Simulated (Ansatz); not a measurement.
**GaP: a failed or faulty run and its cure**

System: GaP (F-43m, 2 atoms in the cell).
Method of run A: DFT, PBE, plane waves, PAW, Ueff = -5 eV on Ga p, no spin polarisation (Ansatz 0.2.0).

The structure derives from an entry of the Crystallography Open Database. Some settings of this run were made unusual or wrong on purpose. Text and figures count atoms from 1; the logs count them from 0 in places.

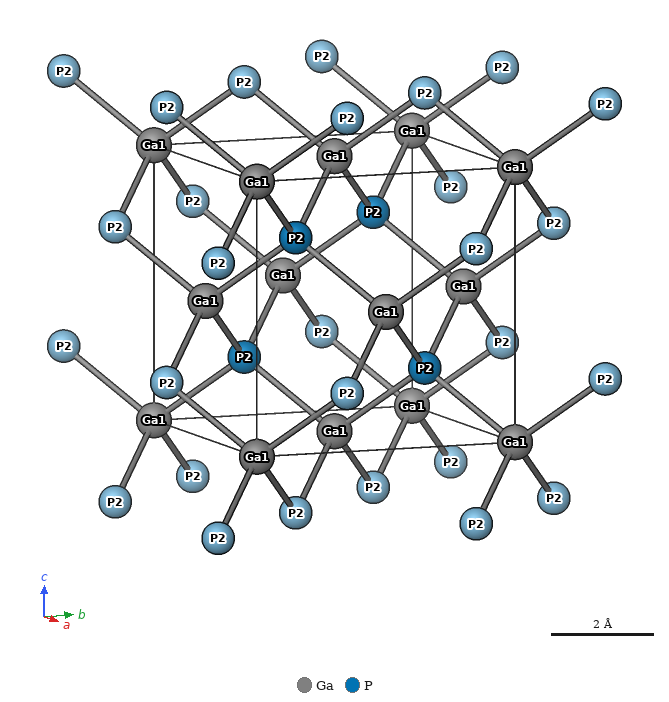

Figure 1. The structure (ball-and-stick view of the cell 4 times as large as that of the calculation, set on its symmetry axes, seen slightly off an axis; neighbours outside the cell are drawn fainter; atoms are numbered from 1 in the order of the input). An atom can appear more than once, as a periodic image. Near neighbours in the periodic cell (some may lie outside the picture): Ga has 4 P at 2.36 Å; P has 4 Ga at 2.36 Å.

Input, run A:
```yaml
crystal:
  lattice:
    - [0.0, 2.7252500963, 2.7252500963]
    - [2.7252500963, 0.0, 2.7252500963]
    - [2.7252500963, 2.7252500963, 0.0]
  atoms:
    - { symbol: Ga, position: [0.0, 0.0, 0.0] }
    - { symbol: P, position: [0.75, 0.75, 0.75] }
basis:
  ecutwfc: 420
  ecutrho_ratio: 4
kpoints:
  mp_grid: { grid: [8, 8, 8] }
hamiltonian:
  xc: pbe
  hubbard: { sites: [{ species: Ga, l: p, u_eff: -5.0 }] }
scf:
  occupations: { method: gaussian, width: 0.05 }
  max_iter: 100
output:
  forces: true
  stress: true
```

Launched with:
```bash
ansatz run input.yaml --threads 4 --pin off --max-ram 8192MiB --backend cpu --events-out ev --progress --plain --runs-dir out
```

Hardware: 4 threads of Arm Neoverse V2, 24 GiB of memory available, shared host.

Output, shortened to warnings, some set-up lines, iterations and results (run A):
```
Basis set: ecut = 420 eV, 749 PW (Γ), exchange–correlation on 54×54×54 points (8 copies of the dense FFT grid, shifted against one another)
Symmetry: 24 space group operations
k-points: 29 of 512 (time reversal used)
Initial density: superposition of atomic densities (chi_scale 0.1, normalization cell, long waves kept (reshape's long-wave potential 0.00 eV rms))
[...]
SCF iter   1: F=—  HF=-4543.385156 eV  |F-HF|=—  |Δ(HF+E_count)|=         —  Δρ=3.98e-2  dr2=3.92e-1  ethr=2.17e-3  ⟨swp⟩=1.0  Hψ=3088  notcnv=0
SCF iter   2: F=—  HF=-4542.942218 eV  |F-HF|=—  |Δ(HF+E_count)|=   4.43e-1  Δρ=1.97e-2  dr2=1.10e-1  ethr=2.17e-3  ⟨swp⟩=2.0  Hψ=489  notcnv=0
SCF iter   3: F=—  HF=-4542.844693 eV  |F-HF|=—  |Δ(HF+E_count)|=   9.75e-2  Δρ=5.70e-3  dr2=2.16e-2  ethr=6.13e-4  ⟨swp⟩=3.1  Hψ=718  notcnv=0
SCF iter   4: F=—  HF=-4542.836100 eV  |F-HF|=—  |Δ(HF+E_count)|=   8.59e-3  Δρ=8.04e-4  dr2=2.57e-4  ethr=1.20e-4  ⟨swp⟩=2.5  Hψ=754  notcnv=0
SCF iter   5: F=—  HF=-4542.836026 eV  |F-HF|=—  |Δ(HF+E_count)|=   7.43e-5  Δρ=4.72e-4  dr2=5.13e-5  ethr=1.43e-6  ⟨swp⟩=2.3  Hψ=642  notcnv=0
SCF iter   6: F=—  HF=-4542.836049 eV  |F-HF|=—  |Δ(HF+E_count)|=   2.32e-5  Δρ=8.74e-5  dr2=2.12e-6  ethr=2.85e-7  ⟨swp⟩=3.0  Hψ=674  notcnv=0
SCF iter   7: F=-4542.836051 eV  HF=-4542.836051 eV  |F-HF|=4.19e-8  |Δ(HF+E_count)|=   1.91e-6  Δρ=1.00e-5  dr2=2.81e-8  ethr=5.56e-10  ⟨swp⟩=3.9  Hψ=1564  notcnv=0
SCF 1 converged in 7 iterations: F = -4542.836051 eV  dr2 = 2.81e-8
SCF converged after 7 iterations
Free energy (F): -4542.836051 eV
Harris-Foulkes:  -4542.836051 eV  (|F-HF|=4.19e-8)
Internal energy: -4542.836051 eV  (E = F + TS)
E sigma→0 (E₀):  -4542.836051 eV
Fermi energy:    7.515517 eV
--- Per-component energies (eV) ---
  E_band       = -59.431247
  E_kinetic    = 185.476854
  E_local      = -2199.674132  (includes V_loc(G=0)·N_el)
  E_nonlocal   = 458.092659
  E_hartree    = 1017.919490
  E_xc         = -130.439664
  E_vxc        = -118.650094  (∫ρ·V_xc dr)
  E_hubbard    = -3.348225  (on-site DFT+U / exact-exchange correction)
  E_vhub       = -1.651255  (the Hubbard potential's part of the band-sum identity)
  E_paw        = -2558.218032  (= ΣΔE_a)
  E_vpaw       = -418.861276  (= ΣTr[D̂ρ^β])
  E_aug_tail   = -0.000104  (compensation charges beyond the density's cutoff)
  E_ewald      = -1312.644897
  E_smearing   = -0.000000  (= −TS)
  E_closure    = -0.000000  (closes the sum)
  Σ components = -4542.836051   (vs F -4542.836051, Δ=0.00e0)
--- Forces (eV/Å), atoms counted from 1 ---
  atom   1  Ga    -0.00000000     0.00000000    -0.00000000
  atom   2  P      0.00000000     0.00000000    -0.00000000
  max |Σ_I F_I| component: 7.40e-17 eV/Å
--- Stress (GPa, compression-positive) ---
        0.347197      -0.000000       0.000000
        0.000000       0.347197       0.000000
       -0.000000       0.000000       0.347197
  P = ⅓ Tr σ = 0.3472 GPa (3.472 kbar)
Occupation matrices written to [file]
```

Question: Diagnose this run and give a change of the input that cures it.

Answer: A setting was made wrong on purpose: an enormous or negative U (`hamiltonian.hubbard`). Such a U drives the occupations to unphysical values. The program still converged, but the numbers can't be taken as results for the intended system.

A run of the same system that converges differs from this input as follows (lines with − go, lines with + come):
```diff
-  hubbard: { sites: [{ species: Ga, l: p, u_eff: -5.0 }] }
-  max_iter: 100
+  eigenvalues: true
```

Output, shortened to warnings, some set-up lines, iterations and results (run B):
```
Basis set: ecut = 420 eV, 749 PW (Γ), exchange–correlation on 54×54×54 points (8 copies of the dense FFT grid, shifted against one another)
Symmetry: 24 space group operations
k-points: 29 of 512 (time reversal used)
Initial density: superposition of atomic densities (neutral atoms: chi_scale 0, normalization atom), corrected by the library's trained network
[...]
SCF iter   1: F=—  HF=-4539.548921 eV  |F-HF|=—  |Δ(HF+E_count)|=         —  Δρ=1.57e-3  dr2=1.33e-3  ethr=1.77e-3  ⟨swp⟩=6.2  Hψ=2506  notcnv=0
SCF iter   2: F=—  HF=-4539.548051 eV  |F-HF|=—  |Δ(HF+E_count)|=   8.70e-4  Δρ=1.30e-3  dr2=4.64e-4  ethr=7.41e-6  ⟨swp⟩=2.3  Hψ=923  notcnv=0
SCF iter   3: F=—  HF=-4539.547850 eV  |F-HF|=—  |Δ(HF+E_count)|=   2.01e-4  Δρ=4.33e-4  dr2=5.79e-5  ethr=2.58e-6  ⟨swp⟩=2.2  Hψ=611  notcnv=0
SCF iter   4: F=—  HF=-4539.547891 eV  |F-HF|=—  |Δ(HF+E_count)|=   4.06e-5  Δρ=1.28e-4  dr2=4.36e-6  ethr=3.22e-7  ⟨swp⟩=2.0  Hψ=644  notcnv=0
SCF iter   5: F=—  HF=-4539.547891 eV  |F-HF|=—  |Δ(HF+E_count)|=   8.15e-8  Δρ=3.15e-5  dr2=4.29e-7  ethr=2.42e-8  ⟨swp⟩=2.0  Hψ=638  notcnv=0
SCF iter   6: F=-4539.547891 eV  HF=-4539.547891 eV  |F-HF|=2.13e-8  |Δ(HF+E_count)|=   4.57e-7  Δρ=1.08e-5  dr2=2.87e-8  ethr=5.56e-10  ⟨swp⟩=7.0  Hψ=2021  notcnv=0
SCF 1 converged in 6 iterations: F = -4539.547891 eV  dr2 = 2.87e-8
SCF converged after 6 iterations
Free energy (F): -4539.547891 eV
Harris-Foulkes:  -4539.547891 eV  (|F-HF|=2.13e-8)
Internal energy: -4539.547891 eV  (E = F + TS)
E sigma→0 (E₀):  -4539.547891 eV
Fermi energy:    7.906501 eV
--- Per-component energies (eV) ---
  E_band       = -58.220090
  E_kinetic    = 186.315146
  E_local      = -2200.454436  (includes V_loc(G=0)·N_el)
  E_nonlocal   = 458.831763
  E_hartree    = 1017.548704
  E_xc         = -130.787457
  E_vxc        = -119.039699  (∫ρ·V_xc dr)
  E_paw        = -2558.356610  (= ΣΔE_a)
  E_vpaw       = -418.962786  (= ΣTr[D̂ρ^β])
  E_aug_tail   = -0.000104  (compensation charges beyond the density's cutoff)
  E_ewald      = -1312.644897
  E_smearing   = -0.000000  (= −TS)
  E_closure    = 0.000000  (closes the sum)
  Σ components = -4539.547891   (vs F -4539.547891, Δ=0.00e0)
--- Forces (eV/Å), atoms counted from 1 ---
  atom   1  Ga    -0.00000000     0.00000000    -0.00000000
  atom   2  P      0.00000000    -0.00000000     0.00000000
  max |Σ_I F_I| component: 1.39e-17 eV/Å
--- Stress (GPa, compression-positive) ---
        2.505242      -0.000000      -0.000000
       -0.000000       2.505242       0.000000
       -0.000000       0.000000       2.505242
  P = ⅓ Tr σ = 2.5052 GPa (25.052 kbar)
```

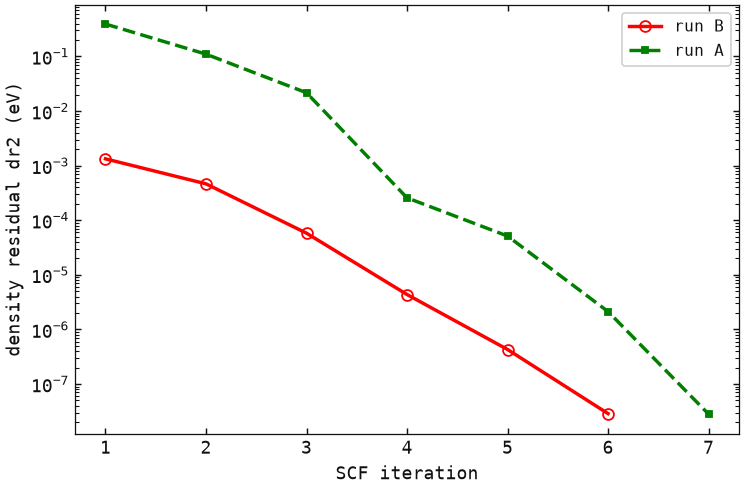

Figure 2. Convergence of the two runs: density residual dr2 against the SCF iteration. Run B takes 6 iterations in all, and run A takes 7.

The two runs side by side:

| quantity | run A | run B |
| --- | --- | --- |
| outcome | converged | converged |
| free energy per atom (eV) | −2271.4180 | −2269.7739 |
| gap on the mesh (eV) | – | 1.64 |
| pressure (GPa) | 0.35 | 2.51 |
| largest force (eV/Å) | 0.000 | 0.000 |
| SCF iterations | 7 | 6 |
| irreducible k-points | 29 | 29 |
| plane waves at Γ | 749 | 749 |
| wall time (shared host) | 0.87 s | 0.91 s |

The total energies belong to different models, so their difference says nothing on which is more stable or more accurate. The pressure goes from 0.35 to 2.51 GPa. The SCF takes 6 iterations against 7. The two runs start from different initial densities, which also moves the count.
